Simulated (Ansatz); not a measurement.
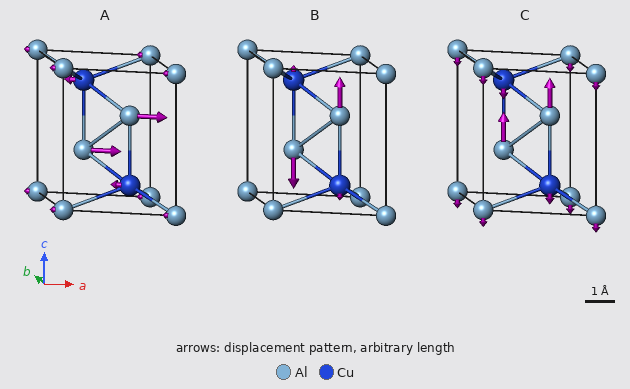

Modes of crystalline Al3Cu2, space group P-3m1 (No. 164), at the zone centre (one member of each degenerate set). The purple arrows are the displacements of the atoms (eigenvector over the root of the mass), of arbitrary overall length and sign. A ball-and-stick model of the cell of the calculation, seen slightly off an axis.

All numbers below come from Ansatz, DFT PBEsol, scalar-relativistic, plane waves, PAW.

The frequencies depend somewhat on the k-mesh and the smearing.

**Give the symmetry species and the selection rules of each.**

A is E_u, infrared-active by symmetry (200 cm⁻¹). B is A₁g, Raman-active by symmetry (355 cm⁻¹). C is A₂u, infrared-active by symmetry (322 cm⁻¹). The crystal has a centre of inversion, so no mode is both. In a metal the free carriers screen the infrared response.
